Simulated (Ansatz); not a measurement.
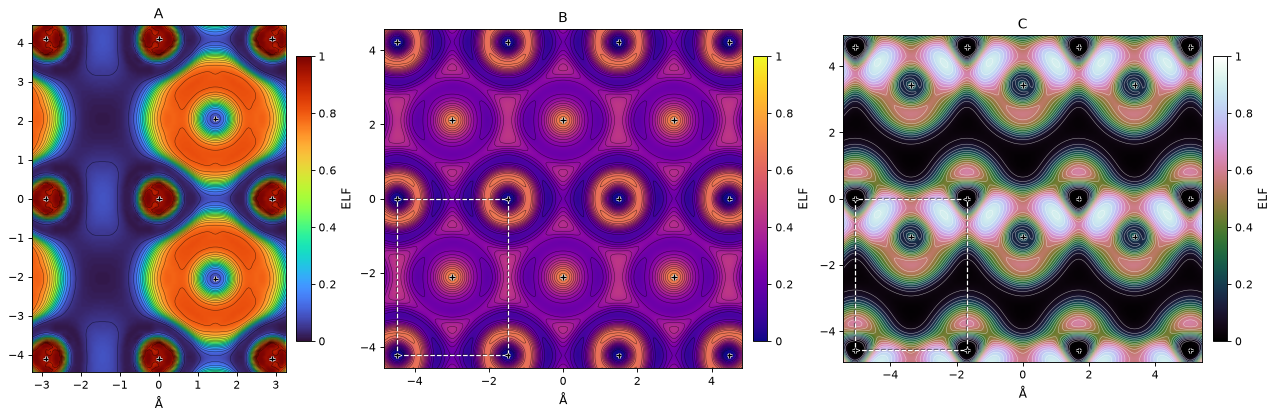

The electron localisation function of 3 systems, each on a plane through atoms (crosses mark nuclei in the plane).

The calculation used DFT r2SCAN, scalar-relativistic, plane waves, PAW in Ansatz.

System 1: TiNi, the (110) plane of the conventional cell. Space group Pm-3m; a structure from a database of computed crystals, not necessarily the ambient phase; the program warned that a starting moment wasn't kept; spin-polarised, but the moments vanished.

```yaml
crystal:
  lattice:
    - [2.98858, 0.00000, 0.00000]
    - [0.00000, 2.98858, 0.00000]
    - [0.00000, 0.00000, 2.98858]
  atoms:
    - { symbol: Ti, position: [0.50000, 0.50000, 0.50000] }
    - { symbol: Ni, position: [0.00000, 0.00000, 0.00000] }
```

System 2: BAs, the (010) plane of the conventional cell. Space group I-4m2; changed on purpose from its base cell (strain -0.0400 x Voigt [1, 0, 0, 0, 0, 0], atoms carried along); computed pressure about 7 GPa in this cell.

System 3: Li2Se, the (110) plane of the conventional cell. Space group Fm-3m; changed on purpose from its base cell (volume × 0.91); computed pressure about 4 GPa in this cell.

```yaml
crystal:
  lattice:
    - [5.80154, 0.00000, 0.00000]
    - [0.00000, 5.80154, 0.00000]
    - [0.00000, 0.00000, 5.80154]
  atoms:
    - { symbol: Li, position: [0.25000, 0.25000, 0.25000] }
    - { symbol: Li, position: [0.75000, 0.75000, 0.25000] }
    - { symbol: Li, position: [0.75000, 0.25000, 0.75000] }
    - { symbol: Li, position: [0.25000, 0.75000, 0.75000] }
    - { symbol: Li, position: [0.75000, 0.25000, 0.25000] }
    - { symbol: Li, position: [0.25000, 0.75000, 0.25000] }
    - { symbol: Li, position: [0.25000, 0.25000, 0.75000] }
    - { symbol: Li, position: [0.75000, 0.75000, 0.75000] }
    - { symbol: Se, position: [0.00000, 0.00000, 0.00000] }
    - { symbol: Se, position: [0.50000, 0.50000, 0.00000] }
    - { symbol: Se, position: [0.50000, 0.00000, 0.50000] }
    - { symbol: Se, position: [0.00000, 0.50000, 0.50000] }
```

Question: Match each panel to its system.

Answer: Panel A is system 3, Li2Se: the plane holds Li and Se. Li–Se (2.51 Å): the ELF is about 0.80 at the midpoint (a closed-shell, largely ionic contact). Panel B is system 1, TiNi: the plane holds Ti and Ni. Ti–Ni (2.59 Å): the ELF is about 0.25 at the midpoint: no shared electron pair shows on this line. Panel C is system 2, BAs: the plane holds B and As. B–As (2.04 Å): the ELF peaks at about 0.90 between the atoms, as expected for a shared electron pair.
